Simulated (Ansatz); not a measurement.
# TaN: what the electrons do

Space group P-62m; the calculation finds a residual pressure of about 5 GPa at this fixed cell.

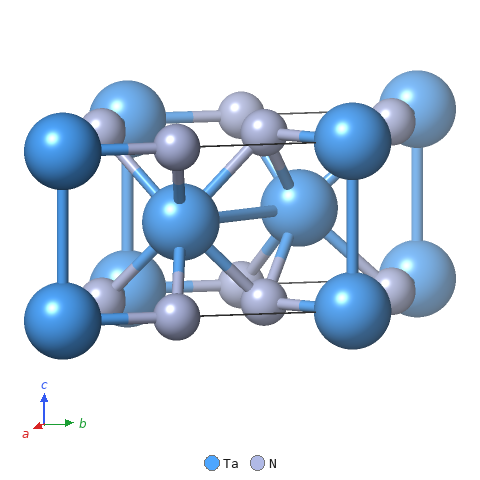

The conventional cell.

Input file:

```
crystal:
  lattice:
    - [5.196, 0.0, 0.0]
    - [-2.598, 4.4998679981, 0.0]
    - [0.0, 0.0, 2.911]
  atoms:
    - { symbol: Ta, position: [0.3333333333, 0.6666666667, 0.5] }
    - { symbol: Ta, position: [0.6666666667, 0.3333333333, 0.5] }
    - { symbol: Ta, position: [0.0, 0.0, 0.0] }
    - { symbol: "N", position: [0.39285, 0.0, 0.0] }
    - { symbol: "N", position: [0.60715, 0.60715, 0.0] }
    - { symbol: "N", position: [0.0, 0.39285, 0.0] }
basis:
  ecutwfc: 500
  fft_grid_basis: typed
kpoints:
  mp_grid: { grid: [6, 6, 8] }
hamiltonian:
  xc: pbe
  pseudopotentials: { kind: paw }
scf:
  occupations: { method: gaussian, width: 0.05 }
output:
  forces: true
  stress: true
  eigenvalues: true
  bader: true
  write_density: true
  volumetric_format: npy
  elf: true
```

Launched as:

```sh
ansatz run input.yaml --threads 2 --pin off --max-ram 4096MiB --backend cpu --events-out ev --progress --plain --runs-dir out
```

The picture shows the conventional cell (a = 5.20 Å, b = 5.20 Å, c = 2.91 Å, α = 90.00°, β = 90.00°, γ = 120.00°).

All numbers below come from Ansatz 0.2.0, DFT PBE, scalar-relativistic, plane waves, PAW.

Core electrons are frozen (PAW), so the maps are meaningful between the atoms, not at the nuclei.

### 1. Bonding charge

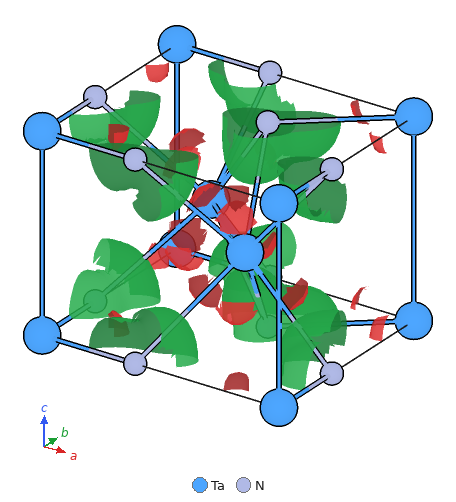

Deformation density (self-consistent density less superposed neutral spherical atoms): green surfaces at +0.1 and red ones at −0.1 e/Å³, in the conventional cell seen slightly off an axis (the regions close to the nuclei are left out). Cores are masked to 1.0 Å (Ta) and 0.6 Å (N).

Question: Read the map: where is density gained and where lost?

Answer: N–Ta (2.04 Å): Δρ is +0.1 e/Å³ at the midpoint (inside or at the edge of a masked core, so read it with care).
Ta–Ta (2.91 Å): Δρ is −0.009 e/Å³ at the midpoint.
Over the whole cell, outside the masked cores, the largest gain, 0.26 e/Å³, lies 0.7 Å from a nitrogen nucleus and 1.3 Å from a tantalum one, and the largest loss lies at the edge of the masked core of Ta.
In all about 0.28 e an atom is rearranged against the free atoms.
Bader charges: Ta +1.28 to +1.86 and N −1.67 e.

### 2. Change of volume

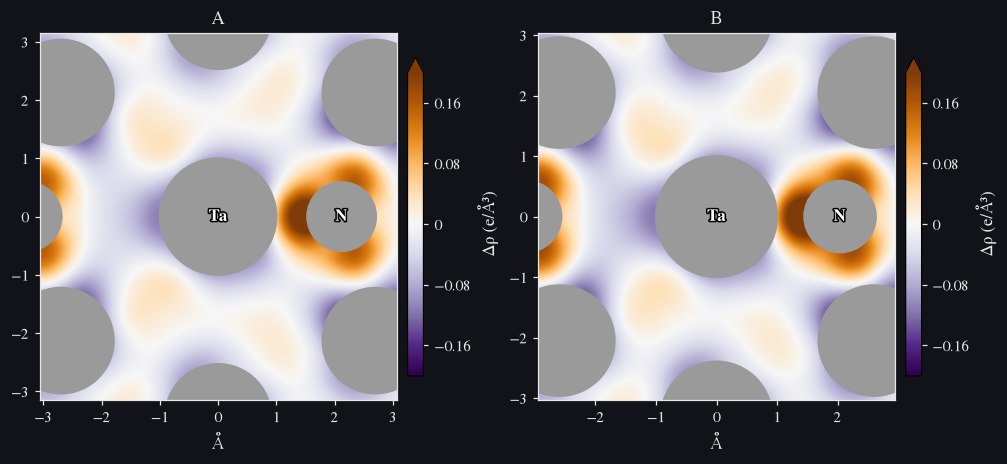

TaN: deformation density on the (011̄) plane of the conventional cell at two volumes, with the same fractional coordinates and one colour scale. Grey discs cover the cores.

Question: How do the two volumes compare, and how does the bonding charge respond?

Answer: A is the larger cell: A has 112 % of the volume of B.
- The pressure is 5 GPa in B and −25 GPa in A.
- Bader charges in B: Ta +1.28 to +1.86 and N −1.67 e; in A: Ta +1.28 to +1.85 and N −1.66 e.
- The rearranged charge is 0.28 e an atom in B and 0.28 e in A.
- The scaled cell isn't relaxed: forces reach 0.4 eV/Å.

### 3. Moving an atom

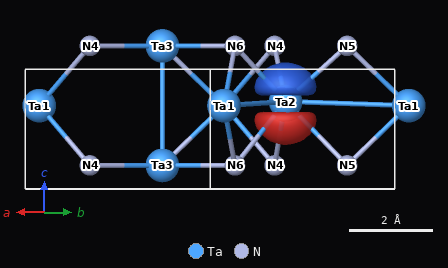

TaN: one atom of the 6-atom cell (and its periodic copies) was moved a little. Density after less density before, blue at +0.3 and red at −0.3 e/Å³, seen along [110]; cell a = 5.20 Å, b = 5.20 Å, c = 2.91 Å, α = 90.00°, β = 90.00°, γ = 120.00°. The lobes lie largely inside the PAW sphere, where the density is a smoothed one.

Question: Find the displaced atom and its direction.

Answer: Ta2 moved towards the blue lobe, upwards in the picture. In the run the shift was 0.10 Å along [0 0 1] in the axes of the cell drawn.

Question: How much does the computed force on the atom change?

Answer: The force on it changes by 2.17 eV/Å along the move, against it: a stiffness of about 22 eV/Å² for this sublattice shift.

### 4. Putting it together

Charge passes from Ta (Pauling electronegativity 1.50) to N (3.04), the direction that the scale predicts; the Bader charges fall short of whole formal charges, as they usually do. The two pressures give a mean stiffness −ΔP/Δln V of about 262 GPa over this range, with the atoms held at their fractional positions.
